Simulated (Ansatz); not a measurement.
# Zr16S31 (charge +1): geometry relaxation (part 1 of 3)

System: Zr16S31 (defect cell, 47 atoms in the cell, total charge +1).
Method: DFT PBE, scalar-relativistic, plane waves, PAW, spin-polarised (Ansatz 0.2.0).

The structure derives from a Materials Project entry. It belongs to a series of runs on one base structure; here: S vacancy (site d), charge +1, atoms relaxed at the host's cell, started again with a moment of 3 μB.

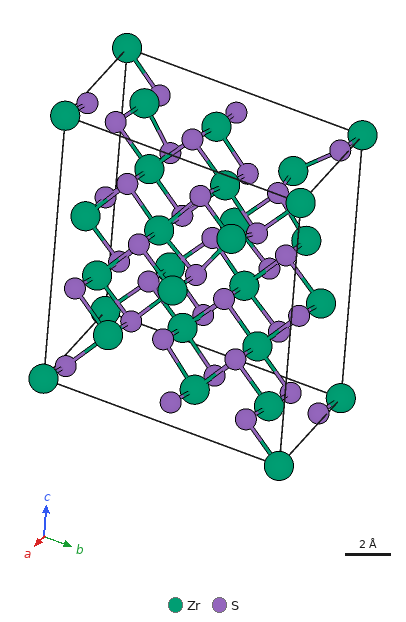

The starting structure (ball-and-stick view of the cell of the calculation, seen slightly off an axis). An atom can appear more than once, as a periodic image.

**The input**
```yaml
crystal:
  lattice:
    - [-7.37041691, -6.3829682806, 6.7579064893]
    - [7.37041691, -6.3829682806, -6.7579064893]
    - [7.37041691, 6.3829682806, 6.7579064893]
  atoms:
    - { symbol: Zr, position: [0.7489805152, 0.8790751184, 0.122420333] }
    - { symbol: Zr, position: [0.498865793, 0.5097060783, -0.0017327615] }
    - { symbol: Zr, position: [0.7489805152, 0.1265601822, 0.3699053968] }
    - { symbol: Zr, position: [0.4948833142, 0.7523970595, 0.2424862547] }
    - { symbol: Zr, position: [0.2442674346, 0.3798145628, 0.1247264169] }
    - { symbol: Zr, position: [0.7394556031, 0.364712785, 0.6181063718] }
    - { symbol: Zr, position: [0.0013935127, -0.0008363532, 0.0003241149] }
    - { symbol: Zr, position: [0.498865793, 0.0005985545, 0.4891597147] }
    - { symbol: Zr, position: [0.2442674346, 0.6195410176, 0.3644528718] }
    - { symbol: Zr, position: [0.7394556031, 0.6213492313, 0.8747428181] }
    - { symbol: Zr, position: [-0.0021920191, 0.2495935049, 0.2482144761] }
    - { symbol: Zr, position: [0.4969362866, 0.2473679319, 0.7495683547] }
    - { symbol: Zr, position: [0.2831570983, 0.8688118085, 0.6281301108], spin: 1.0 }
    - { symbol: Zr, position: [0.0013935127, 0.5010693978, 0.5022298659] }
    - { symbol: Zr, position: [0.2831570983, 0.1550269876, 0.9143452898], spin: 1.0 }
    - { symbol: Zr, position: [-0.003478543, 0.7248609704, 0.7716604866], spin: 1.0 }
    - { symbol: S, position: [0.8168091077, 0.5498141219, 0.5298160531] }
    - { symbol: S, position: [0.0685976864, 0.1654100301, 0.8921023758] }
    - { symbol: S, position: [0.8168091077, 0.7869930546, 0.7669949859] }
    - { symbol: S, position: [0.5530819012, 0.4119008029, 0.6411810983] }
    - { symbol: S, position: [0.0515062631, 0.4155713933, 0.1359348699] }
    - { symbol: S, position: [0.3050983214, 0.0317850895, 0.521320119] }
    - { symbol: S, position: [0.8101700707, 0.0422737769, 0.0132702102] }
    - { symbol: S, position: [0.5528058167, 0.6672731247, 0.885744214] }
    - { symbol: S, position: [0.0685976864, 0.6764953106, 0.4031876563] }
    - { symbol: S, position: [0.3050983214, 0.2837782025, 0.7733132319] }
    - { symbol: S, position: [0.8101700707, 0.2968998605, 0.2678962938] }
    - { symbol: S, position: [0.5566284357, 0.9195289386, 0.137099497] }
    - { symbol: S, position: [0.30357982, 0.5416055738, 0.0121008569] }
    - { symbol: S, position: [0.5528058167, 0.1670616026, 0.3855326919] }
    - { symbol: S, position: [0.30357982, 0.7914789631, 0.2619742462] }
    - { symbol: S, position: [0.687230087, 0.71060478, 0.2289599328] }
    - { symbol: S, position: [0.4569607732, 0.3525956735, 0.1270010731] }
    - { symbol: S, position: [0.687230087, 0.9582701542, 0.476625307] }
    - { symbol: S, position: [0.4390449207, 0.585875354, 0.3531695668] }
    - { symbol: S, position: [0.1895168004, 0.2107284314, 0.2307633071] }
    - { symbol: S, position: [0.6870891431, 0.20547951, 0.7284285757] }
    - { symbol: S, position: [0.9367681522, 0.8322255199, 0.1053828488] }
    - { symbol: S, position: [0.4569607732, 0.8299597001, 0.6043650997] }
    - { symbol: S, position: [0.1895168004, 0.4587534933, 0.478788369] }
    - { symbol: S, position: [0.6870891431, 0.4586605674, 0.9816096331] }
    - { symbol: S, position: [0.9389245336, 0.0835213292, 0.3554032044] }
    - { symbol: S, position: [0.4348694521, 0.0782253755, 0.8566440766] }
    - { symbol: S, position: [0.1919458336, 0.7146394434, 0.7351312791] }
    - { symbol: S, position: [0.9367681522, 0.3313853033, 0.6045426323] }
    - { symbol: S, position: [0.1919458336, 0.9568145545, 0.9773063902] }
    - { symbol: S, position: [0.9349038722, 0.5680754612, 0.8668284111] }
  host:
    lattice:
      - [3.685208455, 0.0, 0.0]
      - [-1.8426042275, 3.1914841403, 0.0]
      - [0.0, 0.0, 6.7579064893]
    atoms:
      - { symbol: Zr, position: [0.0, 0.0, 0.0] }
      - { symbol: S, position: [0.6666666667, 0.3333333333, 0.7856835549] }
      - { symbol: S, position: [0.3333333333, 0.6666666667, 0.2143164451] }
total_charge: 1
basis:
  ecutwfc: 420
  xc_grid: 2
kpoints:
  mp_grid: { grid: [2, 2, 2], shift: [0.5, 0.5, 0.5] }
hamiltonian:
  xc: pbe
scf:
  occupations: { method: gaussian, width: 0.01 }
output:
  forces: true
  stress: false
  eigenvalues: true
  populations: true
  charged_corrections:
    defect_position: [0.05950844, 0.91666667, 0.64284178]
    epsilon: [[53.0164, 0.0, 0.0], [0.0, 53.0164, 0.0], [0.0, 0.0, 3.7275]]
  write_density: true
  write_potential: true
  elf: true
  volumetric_format: npy
magnetization:
  spin_polarized: true
relax:
  adjacent_minimum: "off"
  f_tol: 0.025
  max_steps: 45
```

Launched with:
```bash
ansatz run input.yaml --threads 4 --pin off --max-ram 10240MiB --backend cpu --events-out ev --progress --plain --runs-dir out
```

**Log**
```
Engine: ansatz 0.2.0, aarch64-unknown-linux-gnu
Pseudopotentials: kind: paw
Pseudopotential: Zr, paw, valence charge 12, recommended cutoff 420 eV (normal), Zr.paw.azcp
Pseudopotential: S, paw, valence charge 6, recommended cutoff 420 eV (normal), S.paw.azcp
Functional definition: PBE
  parameter kappa = 0.804
  parameter beta = 0.06672455060314922
  exchange = pbe_x(kappa = kappa, mu = beta*pi^2/3)
  correlation = pbe_c(beta = beta)
Crystal: 47 atoms, lattice volume = 1271.707 Å³
Basis set: ecut = 420 eV, 24871 PW (Γ), exchange–correlation on 160×160×160 points (8 copies of the dense FFT grid, shifted against one another)
Bands: 237, of which v1, the nominal top of the filled ones, is band 189 counted from 1 (188 counted from 0)
Symmetry: 2 space group operations
Space group: Cm (ITA 8), of the structure as read, at distance tolerance 1.1e-4 Å
Magnetic group: BNS 8.32 (UNI 39), of the structure as read, at distance tolerance 1.1e-4 Å
k-points: 4 of 8 (time reversal used)
Non-local potential: Zr, projectors of the file, l = 0: 3, l = 1: 2, l = 2: 2, l = 3: 2
Non-local potential: S, projectors of the file, l = 0: 2, l = 1: 2, l = 2: 2
PAW form: soft (Blöchl's): semilocal exchange-correlation on the pseudo side does not see the compensation charge
PAW one-centre angular grid: Zr, 590 points (default); XC on 64 Gauss nodes
PAW one-centre angular grid: S, 110 points (default); XC on 64 Gauss nodes
Initial density: superposition of atomic densities (chi_scale 0.1, normalization cell, long waves kept (reshape's long-wave potential 0.13 eV rms))
Starting moments: Σ|m| = 3 μB on 3 of 47 sites
Initial wavefunctions: pseudopotential atomic-orbital guess
Functional: x = pbe(κ = 0.804, μ = 0.2195149727645171), c = pbe(β = 0.06672455060314922)
SCF iter   1: F=—  HF=-95003.385566 eV  |F-HF|=—  |Δ(HF+E_count)|=         —  Δρ=2.41e-2 (↑2.28e-2 ↓2.41e-2)  dr2=9.78e1  dr2_m=2.04e-1  M=1.000 μB ∫|m|=2.091 μB  β_m=0.30  ethr=3.10e-3  ⟨swp⟩=6.0  Hψ=6954  notcnv=0  defer=196
Mixer restart at iter 1: flushing history
preconditioner: auto → Kerker (q_TF=auto, 2.228 Å⁻¹)  [metal: Δε(μ)=0.003 eV  Ē_g=6.752 eV  σ=0.010 eV  W_gap=0.15  n_scr=240 (ndim 8)  ℏωp=16.4 eV  f_vac=0.104  D(μ)=55.23/eV (n_scr^D=476)]
spin=Collinear: Kerker preconditioning applied to the charge; magnetization (m = ρ↑ − ρ↓) channel mixes plain (no charge-response kernel on spin).
SCF iter   2: F=—  HF=-94994.854647 eV  |F-HF|=—  |Δ(HF+E_count)|=    8.53e0  Δρ=1.68e-2 (↑1.55e-2 ↓1.68e-2)  dr2=5.02e1  dr2_m=1.25e-1  M=0.544 μB ∫|m|=1.587 μB  β_m=0.61  ethr=3.10e-3  ⟨swp⟩=2.8  Hψ=3009  notcnv=0  defer=310
preconditioner: auto → Resta (q_TF=auto, 2.228 Å⁻¹)  ε∞=6.6  [insulator: Δε(μ)=0.021 eV  Ē_g=6.945 eV  σ=0.010 eV  W_gap=0.85  n_scr=240 (ndim 8)  ℏωp=16.4 eV  f_vac=0.083  D(μ)=12.10/eV (n_scr^D=50)  ε∞_Penn≈6.6]
spin=Collinear: Resta preconditioning applied to the charge; magnetization (m = ρ↑ − ρ↓) channel mixes plain (no charge-response kernel on spin).
SCF iter   3: F=—  HF=-94984.624151 eV  |F-HF|=—  |Δ(HF+E_count)|=    1.02e1  Δρ=4.73e-3 (↑4.73e-3 ↓4.35e-3)  dr2=5.34e0  dr2_m=1.36e-2  M=0.352 μB ∫|m|=0.775 μB  β_m=0.67  ethr=3.10e-3  ⟨swp⟩=3.0  Hψ=3027  notcnv=0  defer=310
SCF iter   4: F=—  HF=-94983.721726 eV  |F-HF|=—  |Δ(HF+E_count)|=   9.02e-1  Δρ=2.38e-3 (↑2.38e-3 ↓2.27e-3)  dr2=8.36e-1  dr2_m=1.80e-3  M=0.441 μB ∫|m|=0.575 μB  β_m=0.84  ethr=1.42e-3  ⟨swp⟩=2.5  Hψ=2976  notcnv=0  defer=318
SCF iter   5: F=—  HF=-94983.739200 eV  |F-HF|=—  |Δ(HF+E_count)|=   1.75e-2  Δρ=1.35e-3 (↑1.35e-3 ↓1.10e-3)  dr2=2.83e-1  dr2_m=7.75e-4  M=0.498 μB ∫|m|=0.563 μB  β_m=0.79  ethr=2.22e-4  ⟨swp⟩=2.0  Hψ=2684  notcnv=0  defer=318
SCF iter   6: F=—  HF=-94983.764239 eV  |F-HF|=—  |Δ(HF+E_count)|=         —  Δρ=5.95e-4 (↑5.95e-4 ↓5.14e-4)  dr2=4.25e-2  dr2_m=2.20e-4  M=0.498 μB ∫|m|=0.564 μB  β_m=0.79  ethr=7.50e-5  ⟨swp⟩=2.5  Hψ=2690  notcnv=0  defer=318
SCF iter   7: F=—  HF=-94983.789465 eV  |F-HF|=—  |Δ(HF+E_count)|=   2.52e-2  Δρ=2.24e-4 (↑2.24e-4 ↓2.09e-4)  dr2=5.12e-3  dr2_m=2.00e-5  M=0.499 μB ∫|m|=0.568 μB  β_m=0.90  ethr=1.13e-5  ⟨swp⟩=2.1  Hψ=2708  notcnv=0  defer=318
SCF iter   8: F=—  HF=-94983.797686 eV  |F-HF|=—  |Δ(HF+E_count)|=   8.22e-3  Δρ=1.29e-4 (↑1.29e-4 ↓1.13e-4)  dr2=2.79e-3  dr2_m=8.54e-6  M=0.499 μB ∫|m|=0.569 μB  β_m=0.92  ethr=1.36e-6  ⟨swp⟩=2.0  Hψ=2892  notcnv=0  defer=318
SCF iter   9: F=—  HF=-94983.800007 eV  |F-HF|=—  |Δ(HF+E_count)|=   2.32e-3  Δρ=3.93e-5 (↑3.93e-5 ↓3.67e-5)  dr2=2.79e-4  dr2_m=4.05e-7  M=0.499 μB ∫|m|=0.570 μB  β_m=0.96  ethr=7.40e-7  ⟨swp⟩=2.0  Hψ=2693  notcnv=0  defer=318
SCF iter  10: F=—  HF=-94983.800355 eV  |F-HF|=—  |Δ(HF+E_count)|=   3.48e-4  Δρ=2.47e-5 (↑2.47e-5 ↓2.33e-5)  dr2=1.06e-4  dr2_m=8.09e-8  M=0.499 μB ∫|m|=0.570 μB  β_m=0.93  ethr=7.39e-8  ⟨swp⟩=2.0  Hψ=2688  notcnv=0  defer=318
SCF iter  11: F=—  HF=-94983.800399 eV  |F-HF|=—  |Δ(HF+E_count)|=   4.40e-5  Δρ=1.08e-5 (↑1.08e-5 ↓9.98e-6)  dr2=1.85e-5  dr2_m=2.90e-8  M=0.499 μB ∫|m|=0.569 μB  β_m=0.91  ethr=2.80e-8  ⟨swp⟩=2.0  Hψ=2645  notcnv=0  defer=318
SCF iter  12: F=-94983.800401 eV  HF=-94983.800403 eV  |F-HF|=2.16e-6  |Δ(HF+E_count)|=   3.57e-6  Δρ=5.86e-6 (↑5.86e-6 ↓5.54e-6)  dr2=5.32e-6  dr2_m=5.23e-9  M=0.499 μB ∫|m|=0.569 μB  ethr=4.14e-9  ⟨swp⟩=19.4  Hψ=17758  notcnv=0
SCF 1 converged in 12 iterations: F = -94983.800401 eV  dr2 = 5.32e-6
  greatest PAW one-centre occupation: 0.996 electrons in one spin orbital (limit 2), on the Zr atom at site 15 (counted from 0), in its partial waves of l = 0
relax step   1: F+E_penalty+E_count = -94983.80040083 eV  Δ(F+E_penalty+E_count) = +0.000e0 eV  max|allowed force component| = 2.457e-2 eV/Å  Δτ_max = 0.0000 Å  (12 SCF iters, dr2 threshold 1.56e-5 eV, accepted)
Initial density: handed on by an earlier stage of this run
Starting moments: Σ|m| = 3 μB on 3 of 47 sites; this step starts from the density that it was given
Initial wavefunctions: those handed on with the density
iter 1 solved again at ethr=1.14e-9 eV; its pass at ethr=3.10e-3 eV (dr2=4.31e-6 eV) is discarded
SCF iter   1: F=—  HF=-94983.800402 eV  |F-HF|=—  |Δ(HF+E_count)|=         —  Δρ=5.37e-6 (↑5.37e-6 ↓5.03e-6)  dr2=4.32e-6  dr2_m=4.81e-9  M=0.499 μB ∫|m|=0.569 μB  β_m=0.65  ethr=1.14e-9  ⟨swp⟩=1.0  Hψ=4432  notcnv=0
preconditioner: auto → Resta (q_TF=auto, 2.228 Å⁻¹)  ε∞=6.2  [insulator: Δε(μ)=0.011 eV  Ē_g=7.182 eV  σ=0.010 eV  W_gap=0.56  n_scr=240 (ndim 8)  ℏωp=16.4 eV  f_vac=0.160  D(μ)=22.44/eV (n_scr^D=128)  ε∞_Penn≈6.2]
spin=Collinear: Resta preconditioning applied to the charge; magnetization (m = ρ↑ − ρ↓) channel mixes plain (no charge-response kernel on spin).
SCF iter   2: F=—  HF=-94983.800403 eV  |F-HF|=—  |Δ(HF+E_count)|=   1.11e-6  Δρ=2.47e-6 (↑2.47e-6 ↓2.32e-6)  dr2=1.08e-6  dr2_m=7.99e-10  M=0.499 μB ∫|m|=0.569 μB  β_m=0.48  ethr=1.14e-9  ⟨swp⟩=2.0  Hψ=2639  notcnv=0
SCF iter   3: F=—  HF=-94983.800404 eV  |F-HF|=—  |Δ(HF+E_count)|=   3.12e-7  Δρ=1.57e-6 (↑1.57e-6 ↓1.55e-6)  dr2=4.97e-7  dr2_m=2.16e-10  M=0.499 μB ∫|m|=0.569 μB  β_m=0.74  ethr=2.85e-10  ⟨swp⟩=2.0  Hψ=2217  notcnv=0
SCF iter   4: F=—  HF=-94983.800404 eV  |F-HF|=—  |Δ(HF+E_count)|=   3.94e-7  Δρ=9.14e-7 (↑9.14e-7 ↓8.53e-7)  dr2=1.49e-7  dr2_m=1.08e-10  M=0.499 μB ∫|m|=0.569 μB  β_m=0.68  ethr=1.32e-10  ⟨swp⟩=2.0  Hψ=2644  notcnv=0
SCF iter   5: F=-94983.800404 eV  HF=-94983.800404 eV  |F-HF|=2.86e-8  |Δ(HF+E_count)|=   2.92e-8  Δρ=3.98e-7 (↑3.98e-7 ↓3.83e-7)  dr2=3.26e-8  dr2_m=1.06e-11  M=0.499 μB ∫|m|=0.569 μB  ethr=2.65e-11  ⟨swp⟩=9.0  Hψ=11622  notcnv=0
SCF 2 converged in 5 iterations: F = -94983.800404 eV  dr2 = 3.26e-8
relax step   2: F+E_penalty+E_count = -94983.80040416 eV  Δ(F+E_penalty+E_count) = -3.330e-6 eV  max|allowed force component| = 2.442e-2 eV/Å  Δτ_max = 0.0000 Å  (5 SCF iters, accepted)
```

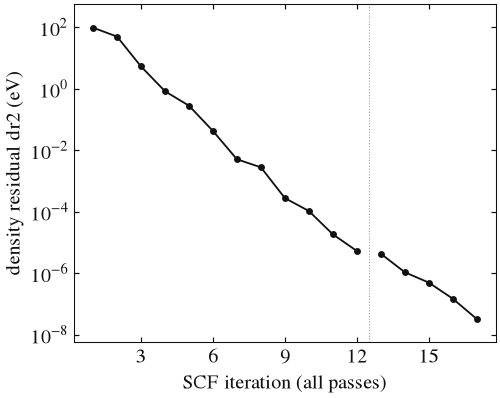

Convergence of the self-consistent field: density residual dr2 against the SCF iteration. The dotted lines part the SCF passes of the relaxation: geometry steps, rejected trials and re-solves on a re-selected basis. The passes take 12 and 5 iterations.

```
WARN: The input density's exchange-correlation potential varies sharply where the density is thin. Do not read a vacuum level from v_tot or v_xc, or from such a field of the output density. On a cell that repeats whose density bears no net charge and no dipole along the vacuum's axis use v_es (v_loc + v_h of the components); under efield.dipole_correction with no amplitude use v_es + v_field, which holds any external_charges[].barrier, or the levels of the report's work_function block, which leave it out; under a non-zero efield.amplitude the vacuum is tilted and has no level; on a cell that repeats and bears such a dipole with no correction it is tilted too, and efield.dipole_correction with no amplitude gives each side of its ramp a level where efield: is served; in a cell that repeats whose density bears a net charge (total_charge, or a fill off its count) it is curved and has none; of a slab under crystal.periodic whose density bears no net charge use v_es, which has a level on each side, short of where the two are joined; of another it falls or rises all the way out and has none; of a slab beside external_charges read slab_vacuum_level instead, which it has where they leave it neutral. The grid or the basis barely resolves most such structure, and the values can differ between equally converged runs; as a rule a tighter scf.convergence.dr2_threshold does not remove it. Where the density itself ripples (under the LDA too) a higher basis.ecutwfc lessens it. The files hold the spikes' plane waves up to the density's cutoff. Files: v_tot and the like, and their columns of v_z.tsv (output.write_potential); v_xc and the like, and their columns of v_comp_z.tsv (output.write_potential_components); where files of the output density stand in their place, no point of their own thin density is over the threshold below, and this is of outcome.potential() and, of a run that writes arrays (npy), the arrays of these names. Measured: with its Gaussian average of σ = 0.25 Å subtracted twice, the exchange-correlation potential is over 0.1 eV at 278 of the grid points where the equally averaged density (valence and model cores) is under 1e-3 e/Å³, and 1.81 eV at the most among them, at an averaged density of 6.5e-4 e/Å³. See output.write_potential in the manual, Limitations
SCF converged after 5 iterations
Magnetization: 0.4991 μB (188.7496 up, 188.2504 down)
Absolute magnetization: 0.5697 μB (∫|ρ↑−ρ↓|, with the PAW one-centre terms)
Spin contamination: 0.0010 ħ² per cell (⟨S²⟩ above its minimum at these occupations)
Per-site moments (μB) at R_I (Å): [(0.01855743104157795, 1.0572098680997675), (0.01823225373010067, 1.0445056158776953), (0.018557431041577883, 1.0572098680997675), (0.017512997374389078, 1.058213885576482), (0.019355528216160284, 1.046105638289654), (0.01532752939240034, 1.0416906049378012), (0.007056742017389346, 1.0582065120312727), (0.01823225373010066, 1.0445056158776957), (0.01935552821616018, 1.0461056382896536), (0.01532752939240023, 1.0416906049378014), (0.013731763713342445, 1.0592128705426147), (0.013396472281092989, 1.056338559660425), (0.007518069533905612, 0.9841544837644777), (0.007056742017389413, 1.058206512031273), (0.007518069533905596, 0.9841544837644777), (0.006217523007481696, 0.981416569761327), (0.0003871692805577527, 1.03951039727726), (0.001775521248529843, 1.0411813177219378), (0.00038716928055771126, 1.0395103972772595), (0.001612394352747431, 1.056338559660425), (0.0001648357099378412, 1.0461056382896536), (0.0005592726550917608, 1.038336025359353), (0.0001576728743336419, 1.0574470501571673), (0.0005238168071729694, 1.0437927889715346), (0.001775521248529844, 1.0411813177219376), (0.0005592726550917935, 1.038336025359353), (0.00015767287433369377, 1.0574470501571673), (0.0025089079518154094, 1.058213885576482), (0.001518735458341962, 1.0528087272530002), (0.0005238168071730166, 1.043792788971535), (0.0015187354583419293, 1.0528087272529998), (0.0016048063562511309, 1.0445056158776953), (-0.0005010934864403592, 0.9841544837644777), (0.0016048063562511935, 1.0445056158776957), (0.001593918512632756, 1.0505747205993177), (0.0004413840164481057, 1.0595437690737142), (0.0010357839352186991, 1.0416906049378012), (0.0023860649641927814, 1.0582065120312727), (-0.0005010934864403071, 0.9841544837644777), (0.00044138401644816, 1.0595437690737144), (0.001035783935218674, 1.0416906049378014), (0.0006287100762981431, 1.0572098680997675), (0.0016848769506187938, 1.0515983895753243), (0.0005411935028278559, 1.050360844554046), (0.002386064964192692, 1.058206512031273), (0.0005411935028278755, 1.050360844554046), (-0.00018744895063854187, 0.981416569761327)]
Free energy (F): -94983.800404 eV
Harris-Foulkes:  -94983.800404 eV  (|F-HF|=2.86e-8)
Internal energy: -94983.799282 eV  (E = F + TS)
E sigma→0 (E₀):  -94983.799843 eV
Entropy (-TS):   -0.001122 eV (-0.024 meV/atom)
Fermi energy:    6.092875 eV
--- Per-component energies (eV) ---
  E_band       = -3418.797544
  E_kinetic    = 8611.747245
  E_local      = -27746.074009  (includes V_loc(G=0)·N_el)
  E_nonlocal   = 2126.479409
  E_hartree    = 10386.474277
  E_xc         = -5596.065947
  E_vxc        = -5761.446558  (∫ρ·V_xc dr)
  E_paw        = -65860.841648  (= ΣΔE_a)
  E_vpaw       = -1422.447071  (= ΣTr[D̂ρ^β])
  E_aug_tail   = 0.000433  (compensation charges beyond the density's cutoff)
  E_ewald      = -16905.519043
  E_smearing   = -0.001122  (= −TS)
  E_closure    = -0.000000  (closes the sum)
  E_deformation_potential = 12.131862  (in the stress; not in F)
  Σ components = -94983.800404   (vs F -94983.800404, Δ=0.00e0)
```
